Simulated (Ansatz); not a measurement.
Ta3N

The calculation's input:

```
crystal:
  lattice:
    - [-2.5451992035, 2.5451992035, 2.5451992035]
    - [2.5451992035, -2.5451992035, 2.5451992035]
    - [2.5451992035, 2.5451992035, -2.5451992035]
  atoms:
    - { symbol: Ta, position: [0.0, 0.5, 0.5] }
    - { symbol: Ta, position: [0.5, 0.0, 0.5] }
    - { symbol: Ta, position: [0.5, 0.5, 0.0] }
    - { symbol: "N", position: [0.0, 0.0, 0.0] }
basis:
  ecutwfc: 420
kpoints:
  mp_grid: { grid: [14, 14, 14] }
  band_path:
    path:
      - [[0.0, 0.0, 0.0], [0.5, -0.5, 0.5], [0.0, 0.0, 0.5], [0.0, 0.0, 0.0], [0.25, 0.25, 0.25], [0.5, -0.5, 0.5]]
      - [[0.25, 0.25, 0.25], [0.0, 0.0, 0.5]]
    npoints: 14
hamiltonian:
  xc: pbe
scf:
  occupations: { method: gaussian, width: 0.1 }
  n_extra_bands: 10
output:
  forces: true
  stress: true
  eigenvalues: true
  populations: true
  dos: { projected: true, de: 0.02, nscf_kmesh: { grid: [17, 17, 17] } }
  bader: true
  write_density: true
  write_potential: true
  elf: true
  volumetric_format: npy
```

Launched as:

```sh
ansatz run input.yaml --threads 1 --pin off --max-ram 2560MiB --backend cpu --events-out ev --progress --plain --runs-dir out
```

Below, planes, directions and counts refer to the conventional cell (a = 5.09 Å, b = 5.09 Å, c = 5.09 Å, α = 90.00°, β = 90.00°, γ = 90.00°).

Space group Im-3m; a structure generated by program, which may or may not match a known phase.

All numbers below come from DFT PBE, scalar-relativistic, plane waves, PAW (Ansatz 0.2.0).

In a PAW calculation such maps are meaningful between the atoms, not at the nuclei.

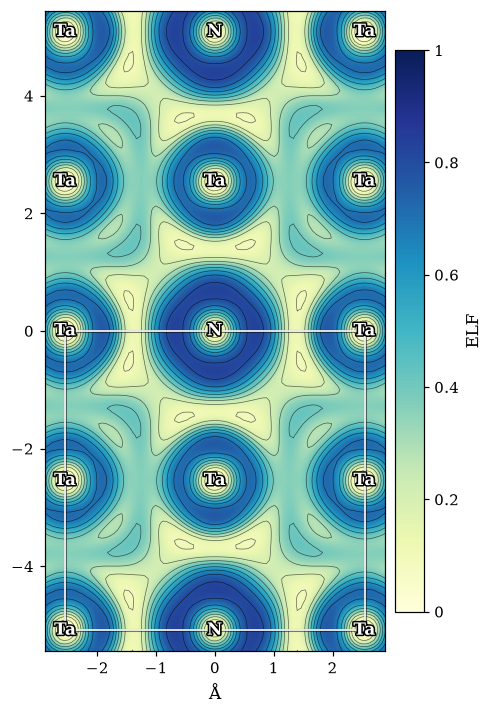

Figure 1. ELF on the (010) plane of the conventional cell.

### What does the map show?

Atoms in the plane: Ta and N. Ta–Ta (2.55 Å): the ELF is about 0.35 at the midpoint. Ta–N (2.55 Å): the ELF peaks at about 0.85 in the valence shell of N, 0.7 Å from its nucleus, and is about 0.15 at the midpoint; no shared electron pair shows on this line. The features right at Ta lie inside the PAW spheres, where the map follows smoothed inner orbitals and isn't to be read closely.

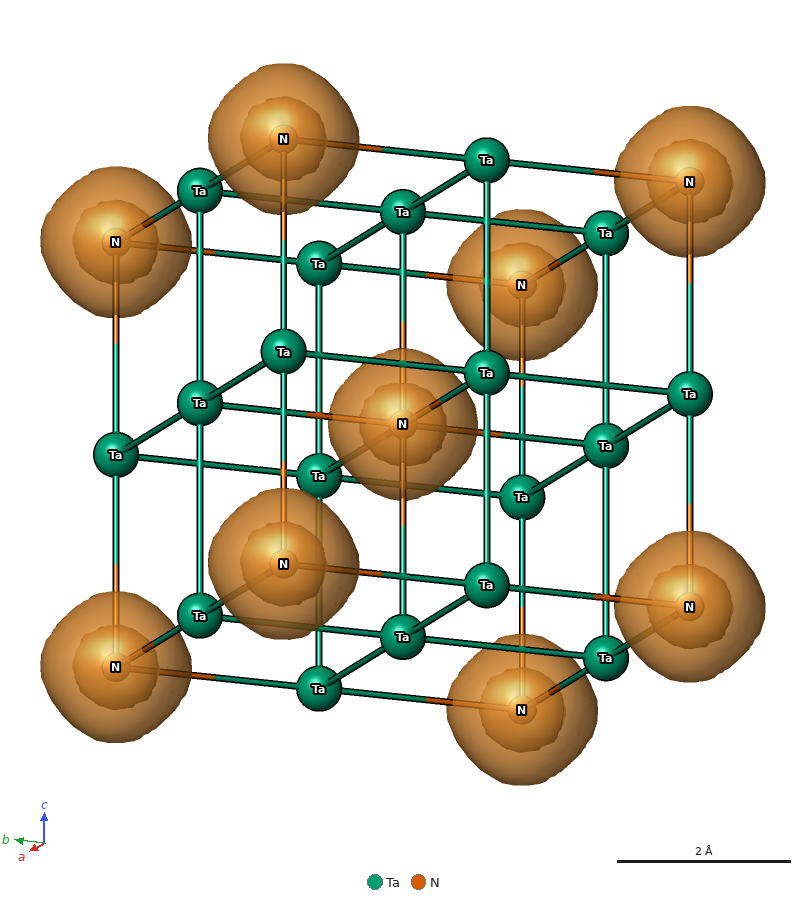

Figure 2. Isosurface of the electron localisation function at 0.75 (orange), seen at an oblique angle. Only the valence region is drawn (cores and ρ < 0.01 e/Å³ removed). Sticks mark near contacts.

### Describe the localisation domains.

At this value the surface marks out two regions wrapped around N (the valence shell of each), counted in one cell of 8 atoms. Any copies at cell faces, edges or corners count once.

### How much charge does the calculation move between the atoms?

Electrons move from Ta towards N. Bader charges: Ta +0.51 and N −1.52 e.

### Metal or insulator at this level of theory?

It is metallic or semimetallic at this level of theory: no gap opens; semilocal functionals without U, or without the true magnetic order, often close the gap of such compounds.
